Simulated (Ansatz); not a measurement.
HfO2: several calculations on one system

### Vibrations

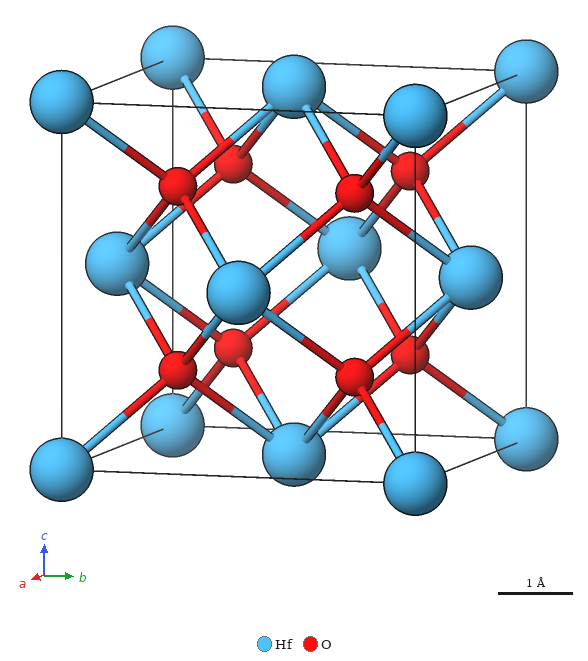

Phonons of a crystal of HfO₂ relaxed at 6 GPa, space group Fm-3m (No. 225), at the zone centre. The picture is a ball-and-stick view of the conventional cell (4 times the calculation's cell), seen slightly off an axis. Lengths and directions refer to the drawn axes.

Computed with Ansatz, DFT PBE, scalar-relativistic, plane waves, PAW.

The input:
```yaml
crystal:
  lattice:
    - [0.0, 2.5291489567, 2.5291489567]
    - [2.5291489567, 0.0, 2.5291489567]
    - [2.5291489567, 2.5291489567, 0.0]
  atoms:
    - { symbol: Hf, position: [0.0, 0.0, 0.0] }
    - { symbol: O, position: [0.25, 0.25, 0.25] }
    - { symbol: O, position: [0.75, 0.75, 0.75] }
basis:
  ecutwfc: 420
kpoints:
  mp_grid: { grid: [8, 8, 8] }
hamiltonian:
  xc: pbe
scf:
  occupations: { method: fixed }
output:
  eigenvalues: true
phonons:
  method: dfpt
  dielectric: true
  rigid_motions: translations
  eigenvectors: true
```

Launched with:
```bash
ansatz run input.yaml --threads 1 --pin off --max-ram 3072MiB --backend cpu --events-out ev --progress --plain --runs-dir out
```

Frequencies are those without the non-analytic (LO–TO) term.

> List the optical modes.

The calculation's cell holds 3 atoms, so there are 6 optical modes, in 2 levels. The optical modes span T₁u + T₂g. No level is unstable.

```csv
level,symmetry,frequency (cm⁻¹),activity
1,T₁u,240,infrared-active
2,T₂g,583,Raman-active
```

The displacement patterns (one member of each degenerate set):

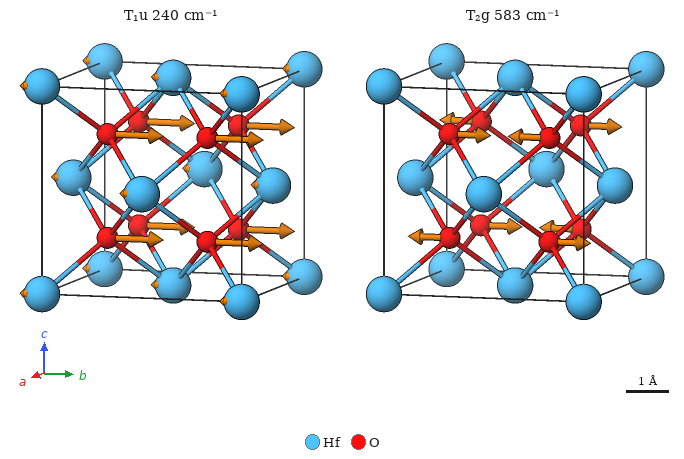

### One mode

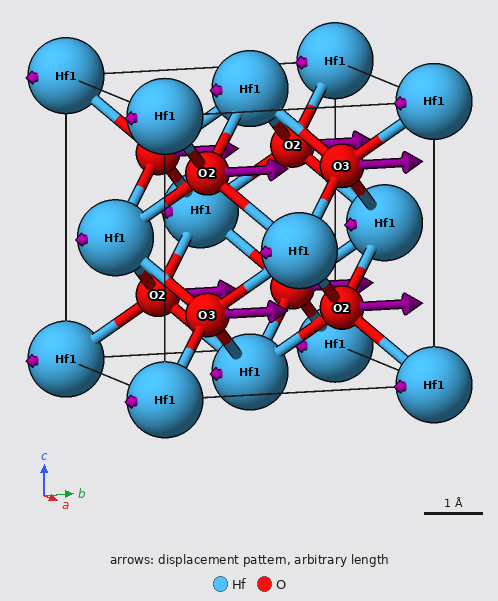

One vibrational mode of a crystal of HfO₂ relaxed at 6 GPa at the zone centre. The purple arrows are the displacements of the atoms (eigenvector over the root of the mass), of arbitrary overall length and sign. The picture is a ball-and-stick view of the conventional cell (4 times the calculation's cell), seen slightly off an axis. Lengths and directions refer to the drawn axes.

All numbers below come from Ansatz, DFT PBEsol, scalar-relativistic, plane waves, PAW.

Input
```yaml
crystal:
  lattice:
    - [0.0, 2.5037675012, 2.5037675012]
    - [2.5037675012, 0.0, 2.5037675012]
    - [2.5037675012, 2.5037675012, 0.0]
  atoms:
    - { symbol: Hf, position: [0.0, 0.0, 0.0] }
    - { symbol: O, position: [0.25, 0.25, 0.25] }
    - { symbol: O, position: [0.75, 0.75, 0.75] }
basis:
  ecutwfc: 420
kpoints:
  mp_grid: { grid: [8, 8, 8] }
hamiltonian:
  xc: pbesol
scf:
  occupations: { method: fixed }
output:
  eigenvalues: true
phonons:
  method: dfpt
  dielectric: true
  rigid_motions: translations
  eigenvectors: true
```

Command:
```bash
ansatz run input.yaml --threads 1 --pin off --max-ram 3072MiB --backend cpu --events-out ev --progress --plain --runs-dir out
```

Frequencies are those without the non-analytic (LO–TO) term.

Give the symmetry, activity and frequency of this mode.

Answer. This is the T₁u mode (triply degenerate; one member of the set is drawn) at 32.0 meV, the lowest optical level, infrared-active by symmetry. The O sublattice moves against the Hf sublattice, along b; the kinetic energy is shared as O 85 %, Hf 15 %. Its infrared intensity is 79 (D/Å)²/amu for the set. The value is the transverse one; the longitudinal partner lies at 633 cm⁻¹.

### Softest mode

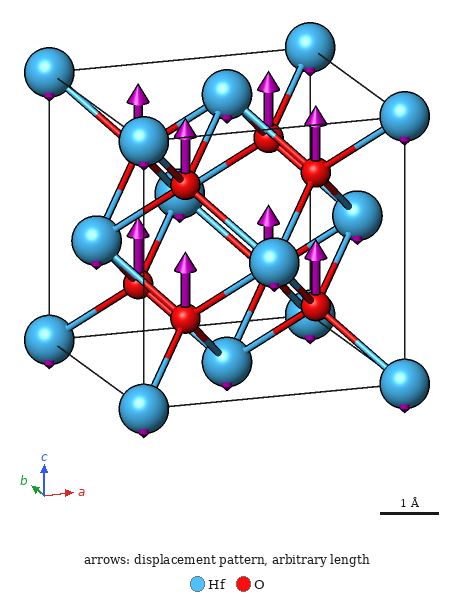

The lowest optical mode of crystalline HfO2 relaxed at 50 GPa, space group Fm-3m (No. 225), at the zone centre. The purple arrows give the relative displacements of the atoms. A ball-and-stick model of the conventional cell (4 times the calculation's cell), seen slightly off an axis. Lengths and directions refer to the drawn axes.

The calculation used DFT PBEsol, scalar-relativistic, plane waves, PAW in Ansatz 0.2.0.

Input file:
```yaml
crystal:
  lattice:
    - [0.0, 2.406362405, 2.406362405]
    - [2.406362405, 0.0, 2.406362405]
    - [2.406362405, 2.406362405, 0.0]
  atoms:
    - { symbol: Hf, position: [0.0, 0.0, 0.0] }
    - { symbol: O, position: [0.25, 0.25, 0.25] }
    - { symbol: O, position: [0.75, 0.75, 0.75] }
basis:
  ecutwfc: 420
kpoints:
  mp_grid: { grid: [8, 8, 8] }
hamiltonian:
  xc: pbesol
scf:
  occupations: { method: fixed }
output:
  eigenvalues: true
phonons:
  method: dfpt
  dielectric: true
  rigid_motions: translations
  eigenvectors: true
```

Launched with:
```bash
ansatz run input.yaml --threads 1 --pin off --max-ram 3072MiB --backend cpu --events-out ev --progress --plain --runs-dir out
```

Frequencies are those without the non-analytic (LO–TO) term.

> Is the structure stable against all modes at this point?

Yes: this softest mode has a real frequency, and so have all others here. That speaks for this wave vector alone: the rest of the zone wasn't checked in this run. This is the T₁u mode (triply degenerate; one member of the set is drawn) at 373 cm⁻¹, the lowest optical level, infrared-active by symmetry. The O sublattice moves against the Hf sublattice, along c; the kinetic energy is shared as O 85 %, Hf 15 %. Its infrared intensity is 81 (D/Å)²/amu for the set. The value is the transverse one; the longitudinal partner lies at 724 cm⁻¹.
